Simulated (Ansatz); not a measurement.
**CO: density, localisation and related maps**

The calculation's input:

```
crystal:
  lattice:
    - [5.952644076, 0.0, 0.0]
    - [0.0, 5.952644076, 0.0]
    - [0.0, 0.0, 5.952644076]
  atoms:
    - { symbol: C, position: [0.9646486753, 0.9646486753, 0.9646486753] }
    - { symbol: C, position: [0.5353513247, 0.0353513247, 0.4646486753] }
    - { symbol: C, position: [0.4646486753, 0.5353513247, 0.0353513247] }
    - { symbol: C, position: [0.0353513247, 0.4646486753, 0.5353513247] }
    - { symbol: O, position: [0.0745117766, 0.0745117766, 0.0745117766] }
    - { symbol: O, position: [0.4254882234, 0.9254882234, 0.5745117766] }
    - { symbol: O, position: [0.5745117766, 0.4254882234, 0.9254882234] }
    - { symbol: O, position: [0.9254882234, 0.5745117766, 0.4254882234] }
basis:
  ecutwfc: 420
kpoints:
  mp_grid: { grid: [4, 4, 4] }
hamiltonian:
  xc: pbesol
scf:
  occupations: { method: gaussian, width: 0.02 }
output:
  forces: true
  stress: true
  eigenvalues: true
  write_density: true
  write_potential: true
  elf: true
  volumetric_format: npy
relax:
  adjacent_minimum: "off"
  f_tol: 0.005
  max_steps: 80
  cell: { stress_tol: 0.05 }
```

Run with:

```sh
ansatz run input.yaml --threads 4 --pin off --max-ram 9216MiB --backend cpu --events-out ev --progress --plain --runs-dir out
```

Below, planes, directions and counts refer to the conventional cell (a = 5.95 Å, b = 5.95 Å, c = 5.95 Å, α = 90.00°, β = 90.00°, γ = 90.00°).

The fields are those of the relaxed geometry.

Space group P2₁3.

All numbers below come from Ansatz, DFT PBEsol, scalar-relativistic, plane waves, PAW.

In a PAW calculation such maps are meaningful between the atoms, not at the nuclei.

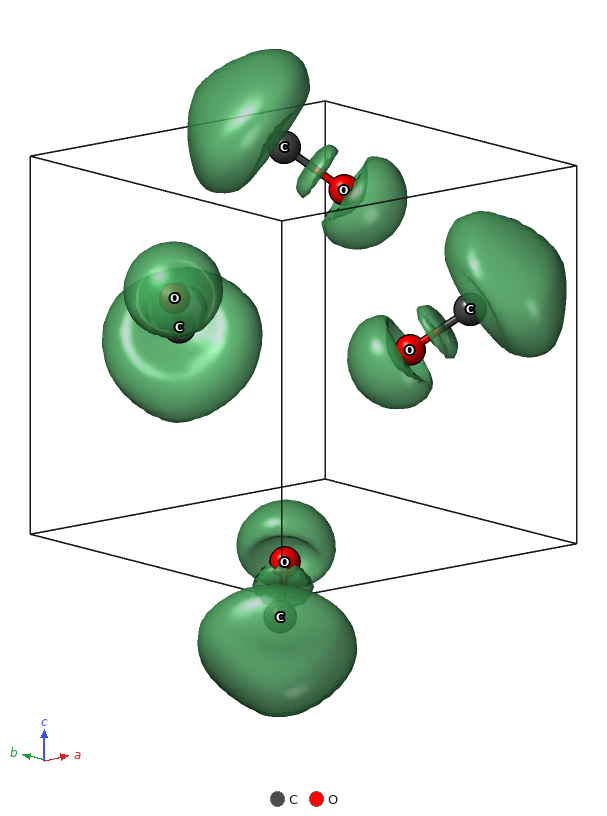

Figure 1. Isosurface of the electron localisation function at 0.8 (green), seen at an oblique angle. Core shells and regions of very low density are left out. Sticks mark near contacts.

### Identify the bonds, lone pairs and shells in this picture.

The ELF exceeds this value in four regions between bonded C–O atoms (shared pairs), four lobes on C, pointing away from the bonds (lone pairs) and four lobes on O, pointing away from the bonds (lone pairs, which may merge into one lobe), counted in one cell of 8 atoms. Regions shared between cells count once. Profiles from the grid: C–O (1.13 Å): the ELF peaks at about 0.85 between the atoms (inside overlapping PAW spheres, so only a guide); a multiple bond.

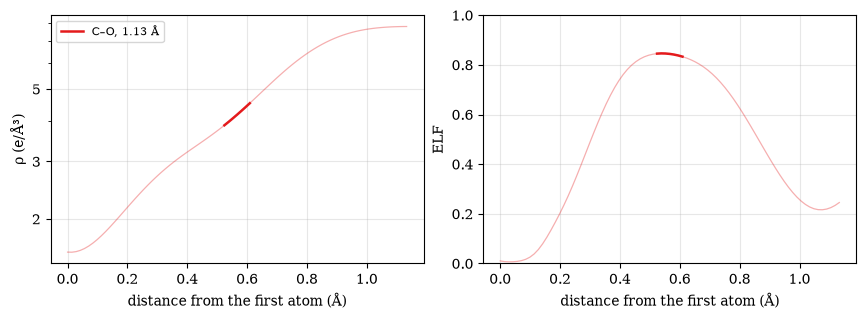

Figure 2. Valence electron density and electron localisation function along straight lines between neighbouring atoms. Thin, pale parts lie inside the atomic spheres.

### What can be read from the curves?

C–O (1.13 Å): ρ is about 4.2 e/Å³ halfway; the ELF peaks at about 0.85 between the atoms (inside overlapping PAW spheres, so only a guide); a multiple bond.

### Does the calculation give a band gap?

It is gapped, with a Kohn–Sham gap of 6.2 eV on the k-point mesh, an upper bound to the gap of this method.
